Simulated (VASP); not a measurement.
**Run report: SiC, geometry relaxation (part 2 of 2)**

Continued. System: SiC (P6₃mc, 4 atoms in the cell). Method: DFT, plane waves, PAW, settings varied from a PBEsol run (VASP 6.6.1); 12×12×4 k-mesh. The structure was built on a prototype by a generator. Some settings of this run were made unusual or wrong on purpose. The geometry comes from this level: PBE.

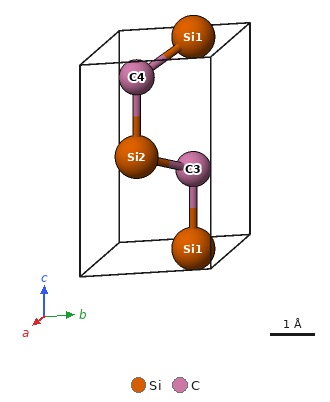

The starting structure (ball-and-stick view of the cell of the calculation, seen slightly off an axis; atoms are numbered from 1 in the order of the input).

## Parts of OUTCAR, continued
```
   0.16666667  0.16666667  0.50000000       0.010
   0.25000000  0.16666667  0.50000000       0.021
   0.33333333  0.16666667  0.50000000       0.021
   0.41666667  0.16666667  0.50000000       0.010
   0.25000000  0.25000000  0.50000000       0.010
   0.33333333  0.25000000  0.50000000       0.021
   0.33333333  0.33333333  0.50000000       0.003

 E-fermi :  10.1999

 k-point     1 :       0.0000    0.0000    0.0000
  band No.  band energies     occupation
      1      -7.1278      2.00000
      2      -3.1785      2.00000
      3       0.1084      2.00000
      4       8.2864      2.00000
      5       8.3065      2.00000
      6       9.4626      2.00000
      7       9.7689      2.00000
      8       9.7911      2.00000
      9      15.2390      0.00000
     10      16.6210      0.00000
     11      16.9329      0.00000
     12      16.9335      0.00000
     13      18.2099      0.00000
     14      19.4225      0.00000
     15      19.4278      0.00000
     16      21.5770      0.00000

 k-point     2 :       0.0833   -0.0000    0.0000
  band No.  band energies     occupation
      1      -6.9958      2.00000
      2      -3.0671      2.00000
      3       0.2605      2.00000
      4       7.5686      2.00000
      5       8.1004      2.00000
      6       9.2542      2.00000
      7       9.4301      2.00000
      8       9.7367      2.00000
      9      15.6313      0.00000
     10      16.4321      0.00000
     11      17.1652      0.00000
     12      17.2244      0.00000
     13      18.4164      0.00000
     14      19.1064      0.00000
     15      19.7717      0.00000
     16      20.4977      0.00000

 k-point     3 :       0.1667    0.0000    0.0000
  band No.  band energies     occupation
      1      -6.6033      2.00000
      2      -2.7445      2.00000
      3       0.6419      2.00000
      4       5.9501      2.00000
      5       7.5661      2.00000
      6       8.0740      2.00000
      7       9.1279      2.00000
      8       9.4999      2.00000
      9      14.9580      0.00000
     10      17.0665      0.00000
     11      17.3891      0.00000
     12      17.8466      0.00000
     13      17.9872      0.00000
     14      19.4509      0.00000
     15      19.9301      0.00000
     16      20.2597      0.00000

 k-point     4 :       0.2500    0.0000    0.0000
  band No.  band energies     occupation
      1      -5.9634      2.00000
      2      -2.2508      2.00000
      3       1.2329      2.00000
      4       4.1351      2.00000
      5       6.5318      2.00000
      6       6.9708      2.00000
      7       8.4971      2.00000
      8       9.1096      2.00000
      9      13.9633      0.00000
     10      15.6670      0.00000
     11      17.8804      0.00000
     12      17.9281      0.00000
     13      18.5662      0.00000
     14      19.7738      0.00000
     15      20.5564      0.00000
     16      21.1953      0.00000

 k-point     5 :       0.3333    0.0000    0.0000
  band No.  band energies     occupation
      1      -5.1026      2.00000
      2      -1.7239      2.00000
      3       1.8127      2.00000
      4       2.7204      2.00000
      5       5.0537      2.00000
      6       6.4736      2.00000
      7       7.6245      2.00000
      8       8.7572      2.00000
      9      13.1599      0.00000
     10      14.6586      0.00000
     11      17.5717      0.00000
     12      17.6957      0.00000
     13      19.0067      0.00000
     14      20.3917      0.00000
     15      21.7583      0.00000
     16      22.9244      0.00000

 [... the levels of 51 k-points are left out ...]

 k-point    57 :       0.3333    0.3333    0.5000
  band No.  band energies     occupation
      1      -1.8470      2.00000
      2      -1.8470      2.00000
      3       1.4660      2.00000
      4       1.4660      2.00000
      5       3.3189      2.00000
      6       3.3189      2.00000
      7       7.8562      2.00000
      8       7.8562      2.00000
      9      15.1272      0.00000
     10      15.1272      0.00000
     11      15.9017      0.00000
     12      15.9017      0.00000
     13      21.5894      0.00000
     14      21.5894      0.00000
     15      21.9703      0.00000
     16      21.9704      0.00000

  Total       -0.0109084     -0.0109084      0.0148946     -0.0000000      0.0000000      0.0000000
  in kB       -0.4732032     -0.4732032      0.6461202     -0.0000000      0.0000000      0.0000000
  external PRESSURE =      -0.1000954 kB  Pullay stress =       0.0000000 kB

 POSITION                                       TOTAL-FORCE (eV/Angst)
 -----------------------------------------------------------------------------------
     -0.00000      1.70907      4.86598         0.000000      0.000000      0.003190
      1.48010      0.85454      2.43253        -0.000000     -0.000000      0.003190
     -0.00000      1.70907      1.82601        -0.000000      0.000000     -0.003190
      1.48010      0.85454      4.25945         0.000000      0.000000     -0.003190
 -----------------------------------------------------------------------------------
    total drift:                                0.001062      0.001839      0.030021

  FREE ENERGIE OF THE ION-ELECTRON SYSTEM (eV)
  ---------------------------------------------------
  free  energy   TOTEN  =       -32.4425236662 eV

  energy  without entropy=      -32.4425236662  energy(sigma->0) =      -32.44252367
```

## CONTCAR
```
Si C
   1.00000000000000
     2.9602029447397618    0.0000000000288873    0.0000000000000000
    -1.4801014723948980    2.5636109504876932    0.0000000000000000
     0.0000000000000000    0.0000000000000000    4.8668957844377623
  Si              C
     2     2
Direct
     0.3333333333333357    0.6666666666666643    0.9998108764286296
     0.6666666666666643    0.3333333333333357    0.4998108764286298
     0.3333333333333357    0.6666666666666643    0.3751891235713702
     0.6666666666666643    0.3333333333333357    0.8751891235713704

  0.00000000E+00  0.00000000E+00  0.00000000E+00
  0.00000000E+00  0.00000000E+00  0.00000000E+00
  0.00000000E+00  0.00000000E+00  0.00000000E+00
  0.00000000E+00  0.00000000E+00  0.00000000E+00
```

## Trajectory as extended XYZ (Å, eV, eV/Å), 9 frames, from step=None to step=None
```
4
Lattice="3.0918 0.0000 0.0000 -1.5459 2.6776 0.0000 0.0000 0.0000 5.0743" Properties=species:S:1:pos:R:3:forces:R:3 step=None energy=-31.85417
Si    0.0000    1.7851    5.0722    0.0000   0.0000  -0.0033
Si    1.5459    0.8925    2.5350    0.0000   0.0000  -0.0033
C     0.0000    1.7851    1.9049    0.0000   0.0000   0.0033
C     1.5459    0.8925    4.4421    0.0000   0.0000   0.0033
4
Lattice="2.7586 0.0000 0.0000 -1.3793 2.3890 0.0000 0.0000 0.0000 4.5565" Properties=species:S:1:pos:R:3:forces:R:3 step=None energy=-30.60330
Si    0.0000    1.5927    4.5545    0.0000   0.0000   0.3185
Si    1.3793    0.7963    2.2763    0.0000   0.0000   0.3185
C     0.0000    1.5927    1.7107    0.0000   0.0000  -0.3185
C     1.3793    0.7963    3.9890    0.0000   0.0000  -0.3185
4
Lattice="2.9678 0.0000 0.0000 -1.4839 2.5702 0.0000 0.0000 0.0000 4.8816" Properties=species:S:1:pos:R:3:forces:R:3 step=None energy=-32.43980
Si    0.0000    1.7135    4.8795    0.0000   0.0000   0.0653
Si    1.4839    0.8567    2.4387    0.0000   0.0000   0.0653
C     0.0000    1.7135    1.8327    0.0000   0.0000  -0.0653
C     1.4839    0.8567    4.2735    0.0000   0.0000  -0.0653
4
Lattice="2.9611 0.0000 0.0000 -1.4806 2.5644 0.0000 0.0000 0.0000 4.8712" Properties=species:S:1:pos:R:3:forces:R:3 step=None energy=-32.44223
Si    0.0000    1.7096    4.8692    0.0000   0.0000   0.0703
Si    1.4806    0.8548    2.4336    0.0000   0.0000   0.0703
C     0.0000    1.7096    1.8288    0.0000   0.0000  -0.0703
C     1.4806    0.8548    4.2644    0.0000   0.0000  -0.0703
4
Lattice="2.9585 0.0000 0.0000 -1.4793 2.5622 0.0000 0.0000 0.0000 4.8672" Properties=species:S:1:pos:R:3:forces:R:3 step=None energy=-32.44227
Si    0.0000    1.7081    4.8651    0.0000   0.0000   0.0723
Si    1.4793    0.8540    2.4315    0.0000   0.0000   0.0723
C     0.0000    1.7081    1.8273    0.0000   0.0000  -0.0723
C     1.4793    0.8540    4.2608    0.0000   0.0000  -0.0723
4
Lattice="2.9607 0.0000 0.0000 -1.4803 2.5640 0.0000 0.0000 0.0000 4.8589" Properties=species:S:1:pos:R:3:forces:R:3 step=None energy=-32.44160
Si    0.0000    1.7093    0.0010    0.0000   0.0000  -0.1301
Si    1.4803    0.8547    2.4305    0.0000   0.0000  -0.1301
C     0.0000    1.7093    1.8211    0.0000   0.0000   0.1301
C     1.4803    0.8547    4.2505    0.0000   0.0000   0.1301
4
Lattice="2.9592 0.0000 0.0000 -1.4796 2.5628 0.0000 0.0000 0.0000 4.8645" Properties=species:S:1:pos:R:3:forces:R:3 step=None energy=-32.44247
Si    0.0000    1.7085    4.8634    0.0000   0.0000   0.0070
Si    1.4796    0.8543    2.4312    0.0000   0.0000   0.0070
C     0.0000    1.7085    1.8252    0.0000   0.0000  -0.0070
C     1.4796    0.8543    4.2575    0.0000   0.0000  -0.0070
4
Lattice="2.9612 0.0000 0.0000 -1.4806 2.5645 0.0000 0.0000 0.0000 4.8694" Properties=species:S:1:pos:R:3:forces:R:3 step=None energy=-32.44247
Si    0.0000    1.7097    4.8687    0.0000   0.0000  -0.0008
Si    1.4806    0.8548    2.4339    0.0000   0.0000  -0.0008
C     0.0000    1.7097    1.8268    0.0000   0.0000   0.0008
C     1.4806    0.8548    4.2615    0.0000   0.0000   0.0008
4
Lattice="2.9602 0.0000 0.0000 -1.4801 2.5636 0.0000 0.0000 0.0000 4.8669" Properties=species:S:1:pos:R:3:forces:R:3 step=None energy=-32.44252
Si    0.0000    1.7091    4.8660    0.0000   0.0000   0.0032
Si    1.4801    0.8545    2.4325    0.0000   0.0000   0.0032
C     0.0000    1.7091    1.8260    0.0000   0.0000  -0.0032
C     1.4801    0.8545    4.2595    0.0000   0.0000  -0.0032
```

This output came from the following input.

## INCAR
```
SIGMA = 0.020000
EDIFF = 1.00e-07
EDIFFG = -5.00e-03
GGA = PS
IBRION = 2
ISIF = 3
ISMEAR = -1
NBANDS = 16
LASPH = .TRUE.
LCHARG = .FALSE.
LWAVE = .FALSE.
LREAL = .FALSE.
NELM = 51
NSW = 30
ENCUT = 180
PREC = Low
```

## KPOINTS
```
KPOINTS created by Atomic Simulation Environment
0
Gamma
12 12 4
0 0 0
```

## POSCAR
```
Si C
 1.0000000000000000
     3.0918273680621127    0.0000000000301718    0.0000000000000000
    -1.5459136840571859    2.6776010448426839   -0.0000000000000000
     0.0000000000000000    0.0000000000000000    5.0742733052383189
 Si  C
   2   2
Cartesian
 -0.0000000000174197  1.7850673632385132 -0.0020976691091829
  1.5459136840223464  0.8925336816343424  2.5350389835099767
 -0.0000000000174197  1.7850673632385132  1.9049501585735527
  1.5459136840223464  0.8925336816343424  4.4420868111927128
```

Launched with:
```bash
mpirun -np 1 vasp_std
```

## What the run reported

- outcome: converged
- space group (tolerance 0.01 Å): P6₃mc (186)
- electrons treated: 16
- free energy: −32.4425 eV
- Fermi energy: 10.200 eV
- pressure: −0.01 GPa
- final volume: 36.93 Å³
- largest force (length of the vector) at the end: 0.003 eV/Å
- final cell: a = 2.960 Å, b = 2.960 Å, c = 4.867 Å, α = 90.00°, β = 90.00°, γ = 120.00°
- hardware: 1 CPU thread, shared host
- wall time: 14 s
- peak memory: 0.11 GiB

## What went wrong

Some settings of this run were drawn to be unusual or wrong (NELM = 51; NSW = 30; ENCUT = 180; PREC = Low). It converged; results that depend on the unusual settings are not reference values. The volume changed by more than 5 % on the plane waves of the start, so the result carries a basis error; a second relaxation from the end is advised.
